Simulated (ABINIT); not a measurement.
**Al2Pt: geometry relaxation (part 2 of 3)**

The same run, continued: Al2Pt (3 atoms in the cell); Kohn-Sham DFT of a periodic cell, PBE, JTH PAW PBE v2.0, no spin polarisation (ABINIT 10.8.3); cutoff 435.38 eV, 6×6×6 k-mesh, fermi-dirac of 0.05 eV. The structure derives from an entry of the Crystallography Open Database.

Geometry of the input (Å; fractional positions):
```
0.0000  2.9550  2.9550
2.9550  0.0000  2.9550
2.9550  2.9550  0.0000
Pt 0.0000  0.0000  0.0000
Al 0.7500  0.7500  0.7500
Al 0.2500  0.2500  0.2500
```

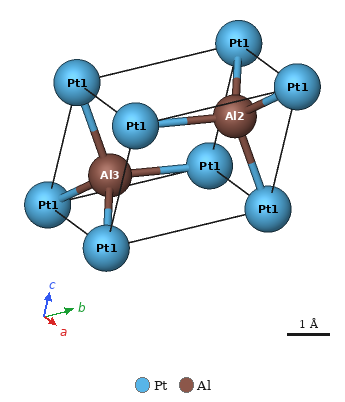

Figure 1. The geometry at step 2 of the log (ball-and-stick view of the cell of the calculation, seen slightly off an axis; atoms are numbered from 1 in the order of the input).

## The program's output, continued
```
 Cartesian coordinates (xcart) [bohr]
  0.00000000000000E+00  0.00000000000000E+00  0.00000000000000E+00
  8.39662652727056E+00  8.39662652727056E+00  8.39662652727056E+00
  2.79887550909019E+00  2.79887550909019E+00  2.79887550909019E+00
 Reduced coordinates (xred)
  0.00000000000000E+00  0.00000000000000E+00  0.00000000000000E+00
  7.50000000000000E-01  7.50000000000000E-01  7.50000000000000E-01
  2.50000000000000E-01  2.50000000000000E-01  2.50000000000000E-01
 Cartesian forces (fcart) [Ha/bohr]; max,rms= 1.72241E-31 1.00922E-31 (free atoms)
 -1.05693460997856E-31  1.05693460997856E-31 -2.74020084068517E-32
  9.39497431092058E-32 -9.39497431092058E-32  1.72241195700211E-31
  1.17437178886507E-32 -1.17437178886507E-32 -1.44839187293359E-31
 Gradient of E wrt nuclear positions in reduced coordinates (gred)
 -4.38256058456118E-31  7.45035299375400E-31 -3.03022194300364E-47
 -4.38256058456118E-31 -1.49007059875080E-30 -4.31132030209473E-47
  8.76512116912235E-31  7.45035299375400E-31 -5.35837406150381E-48
 Scale of Primitive Cell (acell) [bohr]
  7.91641540869849E+00  7.91641540869849E+00  7.91641540869849E+00
 Real space primitive translations (rprimd) [bohr]
  0.00000000000000E+00  5.59775101818037E+00  5.59775101818037E+00
  5.59775101818037E+00  0.00000000000000E+00  5.59775101818037E+00
  5.59775101818037E+00  5.59775101818037E+00  0.00000000000000E+00
 Unitary Cell Volume (ucvol) [Bohr^3]=  3.50809001504155E+02
 Angles (23,13,12)= [degrees]
  6.00000000000000E+01  6.00000000000000E+01  6.00000000000000E+01
 Lengths [Bohr]
  7.91641540869849E+00  7.91641540869849E+00  7.91641540869849E+00
 Stress tensor in cartesian coordinates (strten) [Ha/bohr^3]
 -4.65527657343852E-05  0.00000000000000E+00  0.00000000000000E+00
  0.00000000000000E+00 -4.65527657343857E-05  0.00000000000000E+00
  0.00000000000000E+00  0.00000000000000E+00 -4.65527657343844E-05
 Total energy (etotal) [Ha]= -3.13304381807786E+01

 Difference of energy with previous step (new-old):
           Absolute (Ha)=-1.62860E-04
           Relative     =-5.19814E-06

--- Iteration: ( 3/50) Internal Cycle: (1/1)
--------------------------------------------------------------------------------

---SELF-CONSISTENT-FIELD CONVERGENCE--------------------------------------------

--- !BeginCycle
iteration_state: {dtset: 1, itime: 3, icycle: 1, }
solver: {iscf: 17, nstep: 80, nline: 4, wfoptalg: 10, }
tolerances: {tolvrs: 1.00E-10, }
...

     iter   Etot(hartree)      deltaE(h)  residm     nres2
 ETOT  1  -31.331108433249    -3.133E+01 4.012E-05 1.359E-01
 ETOT  2  -31.330981230350     1.272E-04 1.681E-05 9.696E-02
 ETOT  3  -31.330433642640     5.476E-04 7.414E-05 3.432E-03
 ETOT  4  -31.330519071709    -8.543E-05 1.526E-05 3.418E-03
 ETOT  5  -31.330519422167    -3.505E-07 1.865E-05 1.792E-03
 ETOT  6  -31.330520305230    -8.831E-07 5.682E-06 1.891E-04
 ETOT  7  -31.330521539971    -1.235E-06 1.642E-05 3.675E-04
 ETOT  8  -31.330521124236     4.157E-07 4.151E-06 1.423E-04
 ETOT  9  -31.330520937739     1.865E-07 1.413E-05 1.711E-05
 ETOT 10  -31.330521131806    -1.941E-07 3.366E-06 5.951E-05
 ETOT 11  -31.330521006611     1.252E-07 1.321E-05 2.526E-06
 ETOT 12  -31.330521016433    -9.823E-09 2.795E-06 1.167E-07
 ETOT 13  -31.330521018670    -2.237E-09 1.211E-05 1.593E-07
 ETOT 14  -31.330521018153     5.165E-10 2.351E-06 1.931E-09
 ETOT 15  -31.330521018263    -1.091E-10 1.113E-05 5.691E-10
 ETOT 16  -31.330521018273    -9.894E-12 1.970E-06 3.119E-09
 ETOT 17  -31.330521018265     7.319E-12 1.016E-05 2.228E-11

 At SCF step   17       nres2   =  2.23E-11 < tolvrs=  1.00E-10 =>converged.

 Cartesian components of stress tensor (hartree/bohr^3)
  sigma(1 1)= -1.09120197E-06  sigma(3 2)=  0.00000000E+00
  sigma(2 2)= -1.09120197E-06  sigma(3 1)=  0.00000000E+00
  sigma(3 3)= -1.09120197E-06  sigma(2 1)=  0.00000000E+00

--- !ResultsGS
iteration_state: {dtset: 1, itime: 3, icycle: 1, }
comment   : Summary of ground state results
lattice_vectors:
- [  0.0000000,   5.6163316,   5.6163316, ]
- [  5.6163316,   0.0000000,   5.6163316, ]
- [  5.6163316,   5.6163316,   0.0000000, ]
lattice_lengths: [   7.94269,    7.94269,    7.94269, ]
lattice_angles: [ 60.000,  60.000,  60.000, ] # degrees, (23, 13, 12)
lattice_volume:   3.5431393E+02
convergence: {deltae:  7.319E-12, res2:  2.228E-11, residm:  1.016E-05, diffor: null, }
etotal    :  -3.13305210E+01
entropy   :   0.00000000E+00
fermie    :   2.82031317E-01
cartesian_stress_tensor: # hartree/bohr^3
- [ -1.09120197E-06,   0.00000000E+00,   0.00000000E+00, ]
- [  0.00000000E+00,  -1.09120197E-06,   0.00000000E+00, ]
- [  0.00000000E+00,   0.00000000E+00,  -1.09120197E-06, ]
pressure_GPa:   3.2104E-02
xred      :
- [  3.9059E-32,  -5.0693E-32,   5.8173E-33, Pt]
- [  7.5000E-01,   7.5000E-01,   7.5000E-01, Al]
- [  2.5000E-01,   2.5000E-01,   2.5000E-01, Al]
cartesian_forces: # hartree/bohr
- [  7.02291955E-32,  -7.02291955E-32,  -7.80324395E-33, ]
- [  1.63868123E-31,  -1.63868123E-31,   8.58356834E-32, ]
- [ -2.34097318E-31,   2.34097318E-31,  -7.80324395E-32, ]
force_length_stats: {min:   9.96251496E-32, max:   3.40135518E-31, mean:   2.28963590E-31, }
...

 Integrated electronic density in atomic spheres:
 ------------------------------------------------
 Atom  Sphere_radius  Integrated_density
    1        2.51622          8.86926818
    2        1.90363          0.73936385
    3        1.90363          0.73936385

---OUTPUT-----------------------------------------------------------------------

 Cartesian coordinates (xcart) [bohr]
 -2.52038613950240E-31  2.52038613950240E-31 -6.53433443574697E-32
  8.42449745183760E+00  8.42449745183760E+00  8.42449745183760E+00
  2.80816581727920E+00  2.80816581727920E+00  2.80816581727920E+00
 Reduced coordinates (xred)
  3.90587586426872E-32 -5.06932824937004E-32  5.81726192550660E-33
  7.50000000000000E-01  7.50000000000000E-01  7.50000000000000E-01
  2.50000000000000E-01  2.50000000000000E-01  2.50000000000000E-01
 Cartesian forces (fcart) [Ha/bohr]; max,rms= 2.34097E-31 1.44026E-31 (free atoms)
  7.02291955452732E-32 -7.02291955452732E-32 -7.80324394947480E-33
  1.63868122938971E-31 -1.63868122938971E-31  8.58356834442228E-32
 -2.34097318484244E-31  2.34097318484244E-31 -7.80324394947480E-32
 Gradient of E wrt nuclear positions in reduced coordinates (gred)
  4.38256058456118E-31 -3.50604846764894E-31  9.37163002697299E-48
  4.38256058456118E-31 -1.40241938705958E-30  2.77654779726930E-47
 -8.76512116912235E-31  1.75302423382447E-30 -1.94420842703979E-47
 Scale of Primitive Cell (acell) [bohr]
  7.94269236837755E+00  7.94269236837755E+00  7.94269236837755E+00
 Real space primitive translations (rprimd) [bohr]
  0.00000000000000E+00  5.61633163455840E+00  5.61633163455840E+00
  5.61633163455840E+00  0.00000000000000E+00  5.61633163455840E+00
  5.61633163455840E+00  5.61633163455840E+00  0.00000000000000E+00
 Unitary Cell Volume (ucvol) [Bohr^3]=  3.54313930939386E+02
 Angles (23,13,12)= [degrees]
  6.00000000000000E+01  6.00000000000000E+01  6.00000000000000E+01
 Lengths [Bohr]
  7.94269236837755E+00  7.94269236837755E+00  7.94269236837755E+00
 Stress tensor in cartesian coordinates (strten) [Ha/bohr^3]
 -1.09120197377575E-06  0.00000000000000E+00  0.00000000000000E+00
  0.00000000000000E+00 -1.09120197377575E-06  0.00000000000000E+00
  0.00000000000000E+00  0.00000000000000E+00 -1.09120197377575E-06
 Total energy (etotal) [Ha]= -3.13305210182652E+01

 Difference of energy with previous step (new-old):
           Absolute (Ha)=-8.28375E-05
           Relative     =-2.64399E-06

--- Iteration: ( 4/50) Internal Cycle: (1/1)
--------------------------------------------------------------------------------

---SELF-CONSISTENT-FIELD CONVERGENCE--------------------------------------------

--- !BeginCycle
iteration_state: {dtset: 1, itime: 4, icycle: 1, }
solver: {iscf: 17, nstep: 80, nline: 4, wfoptalg: 10, }
tolerances: {tolvrs: 1.00E-10, }
...

     iter   Etot(hartree)      deltaE(h)  residm     nres2
 ETOT  1  -31.330521406762    -3.133E+01 1.156E-05 7.805E-05
 ETOT  2  -31.330521323295     8.347E-08 1.041E-05 5.388E-05
 ETOT  3  -31.330521015895     3.074E-07 1.215E-06 1.983E-06
 ETOT  4  -31.330521064429    -4.853E-08 9.223E-06 1.997E-06
 ETOT  5  -31.330521064348     8.126E-11 9.710E-07 9.898E-07
 ETOT  6  -31.330521064887    -5.388E-10 8.132E-06 1.083E-07
 ETOT  7  -31.330521065622    -7.354E-10 8.093E-07 1.894E-07
 ETOT  8  -31.330521065400     2.221E-10 7.223E-06 6.884E-08
 ETOT  9  -31.330521065316     8.411E-11 6.753E-07 1.697E-08
 ETOT 10  -31.330521065397    -8.077E-11 6.429E-06 2.691E-08
 ETOT 11  -31.330521065346     5.124E-11 5.617E-07 1.346E-09
 ETOT 12  -31.330521065354    -8.807E-12 5.701E-06 1.718E-10
 ETOT 13  -31.330521065355    -3.340E-13 5.279E-07 7.482E-11

 At SCF step   13       nres2   =  7.48E-11 < tolvrs=  1.00E-10 =>converged.

 Cartesian components of stress tensor (hartree/bohr^3)
  sigma(1 1)= -8.38250268E-09  sigma(3 2)=  0.00000000E+00
  sigma(2 2)= -8.38250268E-09  sigma(3 1)=  0.00000000E+00
  sigma(3 3)= -8.38250268E-09  sigma(2 1)=  0.00000000E+00

--- !ResultsGS
iteration_state: {dtset: 1, itime: 4, icycle: 1, }
comment   : Summary of ground state results
lattice_vectors:
- [  0.0000000,   5.6167822,   5.6167822, ]
- [  5.6167822,   0.0000000,   5.6167822, ]
- [  5.6167822,   5.6167822,   0.0000000, ]
lattice_lengths: [   7.94333,    7.94333,    7.94333, ]
lattice_angles: [ 60.000,  60.000,  60.000, ] # degrees, (23, 13, 12)
lattice_volume:   3.5439921E+02
convergence: {deltae: -3.340E-13, res2:  7.482E-11, residm:  5.279E-07, diffor: null, }
etotal    :  -3.13305211E+01
entropy   :   0.00000000E+00
fermie    :   2.81929423E-01
cartesian_stress_tensor: # hartree/bohr^3
- [ -8.38250268E-09,   0.00000000E+00,   0.00000000E+00, ]
- [  0.00000000E+00,  -8.38250268E-09,   0.00000000E+00, ]
- [  0.00000000E+00,   0.00000000E+00,  -8.38250268E-09, ]
pressure_GPa:   2.4662E-04
xred      :
- [  2.5930E-32,  -3.9167E-32,   6.6184E-33, Pt]
- [  7.5000E-01,   7.5000E-01,   7.5000E-01, Al]
- [  2.5000E-01,   2.5000E-01,   2.5000E-01, Al]
cartesian_forces: # hartree/bohr
- [ -0.00000000E+00,  -0.00000000E+00,  -0.00000000E+00, ]
- [ -0.00000000E+00,  -0.00000000E+00,  -0.00000000E+00, ]
- [ -0.00000000E+00,  -0.00000000E+00,  -0.00000000E+00, ]
force_length_stats: {min:   0.00000000E+00, max:   0.00000000E+00, mean:   0.00000000E+00, }
...

 Integrated electronic density in atomic spheres:
 ------------------------------------------------
 Atom  Sphere_radius  Integrated_density
    1        2.51622          8.86966974
    2        1.90363          0.73944811
    3        1.90363          0.73944811

---OUTPUT-----------------------------------------------------------------------

 Cartesian coordinates (xcart) [bohr]
 -1.82816987754275E-31  1.82816987754275E-31 -7.43487381570972E-32
  8.42517327614717E+00  8.42517327614717E+00  8.42517327614717E+00
  2.80839109204906E+00  2.80839109204906E+00  2.80839109204906E+00
 Reduced coordinates (xred)
  2.59299032617040E-32 -3.91667950834287E-32  6.61844591086234E-33
  7.50000000000000E-01  7.50000000000000E-01  7.50000000000000E-01
  2.50000000000000E-01  2.50000000000000E-01  2.50000000000000E-01
 Cartesian forces (fcart) [Ha/bohr]; max,rms= 0.00000E+00 0.00000E+00 (free atoms)
 -0.00000000000000E+00 -0.00000000000000E+00 -0.00000000000000E+00
 -0.00000000000000E+00 -0.00000000000000E+00 -0.00000000000000E+00
 -0.00000000000000E+00 -0.00000000000000E+00 -0.00000000000000E+00
 Gradient of E wrt nuclear positions in reduced coordinates (gred)
  0.00000000000000E+00  0.00000000000000E+00  0.00000000000000E+00
  0.00000000000000E+00  0.00000000000000E+00  0.00000000000000E+00
  0.00000000000000E+00  0.00000000000000E+00  0.00000000000000E+00
 Scale of Primitive Cell (acell) [bohr]
  7.94332954164713E+00  7.94332954164713E+00  7.94332954164713E+00
 Real space primitive translations (rprimd) [bohr]
  0.00000000000000E+00  5.61678218409812E+00  5.61678218409812E+00
  5.61678218409812E+00  0.00000000000000E+00  5.61678218409812E+00
  5.61678218409812E+00  5.61678218409812E+00  0.00000000000000E+00
 Unitary Cell Volume (ucvol) [Bohr^3]=  3.54399208374252E+02
 Angles (23,13,12)= [degrees]
  6.00000000000000E+01  6.00000000000000E+01  6.00000000000000E+01
 Lengths [Bohr]
  7.94332954164713E+00  7.94332954164713E+00  7.94332954164713E+00
 Stress tensor in cartesian coordinates (strten) [Ha/bohr^3]
 -8.38250268113058E-09  0.00000000000000E+00  0.00000000000000E+00
  0.00000000000000E+00 -8.38250268069690E-09  0.00000000000000E+00
  0.00000000000000E+00  0.00000000000000E+00 -8.38250268199794E-09
 Total energy (etotal) [Ha]= -3.13305210653547E+01

 Difference of energy with previous step (new-old):
           Absolute (Ha)=-4.70895E-08
           Relative     =-1.50299E-09

 At Broyd/MD step   4, gradients are converged :
  max grad (force/stress) = 8.3825E-07 < tolmxf= 2.0000E-05 ha/bohr (free atoms)

================================================================================

 ----iterations are completed or convergence reached----

 Mean square residual over all n,k,spin=   94.573E-10; max=  52.790E-08
 reduced coordinates (array xred) for    3 atoms
       0.000000000000     -0.000000000000      0.000000000000
       0.750000000000      0.750000000000      0.750000000000
       0.250000000000      0.250000000000      0.250000000000
 rms dE/dt=  0.0000E+00; max dE/dt=  0.0000E+00; dE/dt below (all hartree)
    1       0.000000000000      0.000000000000      0.000000000000
    2       0.000000000000      0.000000000000      0.000000000000
    3       0.000000000000      0.000000000000      0.000000000000

 cartesian coordinates (angstrom) at end:
    1     -0.00000000000000     0.00000000000000    -0.00000000000000
    2      4.45840969262141     4.45840969262141     4.45840969262141
    3      1.48613656420714     1.48613656420714     1.48613656420714

 cartesian forces (hartree/bohr) at end:
    1     -0.00000000000000    -0.00000000000000    -0.00000000000000
    2     -0.00000000000000    -0.00000000000000    -0.00000000000000
    3     -0.00000000000000    -0.00000000000000    -0.00000000000000
 frms,max,avg= 0.0000000E+00 0.0000000E+00   0.000E+00  0.000E+00  0.000E+00 h/b

 cartesian forces (eV/Angstrom) at end:
    1     -0.00000000000000    -0.00000000000000    -0.00000000000000
    2     -0.00000000000000    -0.00000000000000    -0.00000000000000
    3     -0.00000000000000    -0.00000000000000    -0.00000000000000
 frms,max,avg= 0.0000000E+00 0.0000000E+00   0.000E+00  0.000E+00  0.000E+00 e/A
 length scales=  7.943329541647  7.943329541647  7.943329541647 bohr
              =  4.203428969281  4.203428969281  4.203428969281 angstroms
 Fermi (or HOMO) energy (hartree) =   0.28193   Average Vxc (hartree)=  -0.37175
 Eigenvalues (hartree) for nkpt=  16  k points:
 kpt#   1, nband= 12, wtk=  0.00463, kpt=  0.0000  0.0000  0.0000 (reduced coord)
  -0.09079    0.09811    0.09811    0.09811    0.14705    0.14705    0.38617    0.42095
   0.42095    0.42095    0.47540    0.47540
      occupation numbers for kpt#   1
   2.00000    2.00000    2.00000    2.00000    2.00000    2.00000    0.00000    0.00000
   0.00000    0.00000    0.00000    0.00000
 prteigrs : prtvol=0 or 1, do not print more k-points.

--- !EnergyTerms
iteration_state     : {dtset: 1, itime: 4, icycle: 1, }
comment             : Components of total free energy in Hartree
kinetic             :  9.00109282371293E+00
hartree             :  6.41450855033398E+00
xc                  : -4.98698892430894E+00
Ewald energy        : -2.92365455676611E+01
psp_core            :  1.11008999907789E+00
local_psp           : -1.80829240262994E+01
PAW spherical_terms :  4.45047202134629E+00
internal            : -3.13302951237984E+01
'-kT*entropy'       : -2.18296184087560E-04
total_energy        : -3.13305134199824E+01
total_energy_eV     : -8.52546701956033E+02
...

--- !EnergyTermsDC
iteration_state     : {dtset: 1, itime: 4, icycle: 1, }
comment             : '"Double-counting" decomposition of free energy'
band_energy         :  2.01728476539440E+00
Ewald energy        : -2.92365455676611E+01
psp_core            :  1.11008999907789E+00
xc_dc               : -5.89715969692880E+00
PAW spherical_terms :  6.76027730946984E-01
internal            : -3.13303027691706E+01
'-kT*entropy'       : -2.18296184087560E-04
total_energy_dc     : -3.13305210653547E+01
total_energy_dc_eV  : -8.52546909997210E+02
...

--- !EnergyTermsWithPAWCore
iteration_state     : {dtset: 1, itime: 4, icycle: 1, }
comment             : 'Components of total free energy, including PAW core contributions'
Total energy        : -1.88994825776014E+04
Total energy DC     : -1.88994825852468E+04
Total energy (eV)   : -5.14281120268301E+05
Total energy DC (eV): -5.14281120476342E+05
...

 Cartesian components of stress tensor (hartree/bohr^3)
  sigma(1 1)= -8.38250268E-09  sigma(3 2)=  0.00000000E+00
  sigma(2 2)= -8.38250268E-09  sigma(3 1)=  0.00000000E+00
  sigma(3 3)= -8.38250268E-09  sigma(2 1)=  0.00000000E+00

-Cartesian components of stress tensor (GPa)         [Pressure=  2.4662E-04 GPa]
- sigma(1 1)= -2.46621743E-04  sigma(3 2)=  0.00000000E+00
- sigma(2 2)= -2.46621743E-04  sigma(3 1)=  0.00000000E+00
- sigma(3 3)= -2.46621743E-04  sigma(2 1)=  0.00000000E+00

== END DATASET(S) ==============================================================
================================================================================

 -outvars: echo values of variables after computation  --------
            acell      7.9433295416E+00  7.9433295416E+00  7.9433295416E+00 Bohr
           etotal     -3.1330521065E+01
            fcart     -0.0000000000E+00 -0.0000000000E+00 -0.0000000000E+00
                      -0.0000000000E+00 -0.0000000000E+00 -0.0000000000E+00
                      -0.0000000000E+00 -0.0000000000E+00 -0.0000000000E+00
            rprim      0.0000000000E+00  7.0710678119E-01  7.0710678119E-01
                       7.0710678119E-01  0.0000000000E+00  7.0710678119E-01
                       7.0710678119E-01  7.0710678119E-01  0.0000000000E+00
           strten     -8.3825026811E-09 -8.3825026807E-09 -8.3825026820E-09
                       0.0000000000E+00  0.0000000000E+00  0.0000000000E+00
           xangst     -9.6742583620E-32  9.6742583620E-32 -3.9343657865E-32
                       4.4584096926E+00  4.4584096926E+00  4.4584096926E+00
                       1.4861365642E+00  1.4861365642E+00  1.4861365642E+00
             xred      2.5929903262E-32 -3.9166795083E-32  6.6184459109E-33
                       7.5000000000E-01  7.5000000000E-01  7.5000000000E-01
                       2.5000000000E-01  2.5000000000E-01  2.5000000000E-01
 Calculation completed.
```

## Trajectory as extended XYZ (Å, eV, eV/Å), 4 frames, from step=0 to step=3
```
3
Lattice="0.0000 2.9550 2.9550 2.9550 0.0000 2.9550 2.9550 2.9550 0.0000" Properties=species:S:1:pos:R:3:forces:R:3 step=0 energy=-852.54022
Pt    0.0000    0.0000    0.0000    0.0000   0.0000   0.0000
Al    4.4325    4.4325    4.4325    0.0000   0.0000   0.0000
Al    1.4775    1.4775    1.4775    0.0000   0.0000   0.0000
3
Lattice="0.0000 2.9622 2.9622 2.9622 0.0000 2.9622 2.9622 2.9622 0.0000" Properties=species:S:1:pos:R:3:forces:R:3 step=1 energy=-852.54466
Pt    0.0000    0.0000    0.0000    0.0000   0.0000   0.0000
Al    4.4433    4.4433    4.4433    0.0000   0.0000   0.0000
Al    1.4811    1.4811    1.4811    0.0000   0.0000   0.0000
3
Lattice="0.0000 2.9720 2.9720 2.9720 0.0000 2.9720 2.9720 2.9720 0.0000" Properties=species:S:1:pos:R:3:forces:R:3 step=2 energy=-852.54691
Pt    0.0000    0.0000    0.0000    0.0000   0.0000   0.0000
Al    4.4581    4.4581    4.4581    0.0000   0.0000   0.0000
Al    1.4860    1.4860    1.4860    0.0000   0.0000   0.0000
3
Lattice="0.0000 2.9723 2.9723 2.9723 0.0000 2.9723 2.9723 2.9723 0.0000" Properties=species:S:1:pos:R:3:forces:R:3 step=3 energy=-852.54691
Pt    0.0000    0.0000    0.0000    0.0000   0.0000   0.0000
Al    4.4584    4.4584    4.4584    0.0000   0.0000   0.0000
Al    1.4861    1.4861    1.4861    0.0000   0.0000   0.0000
```

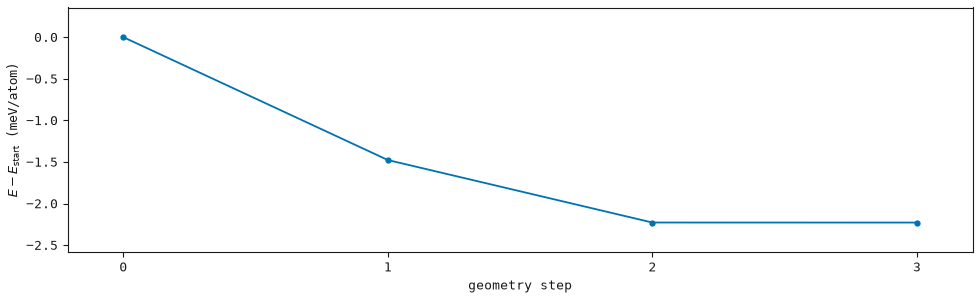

Figure 2. Progress of the relaxation, step by step (steps are counted from 0).
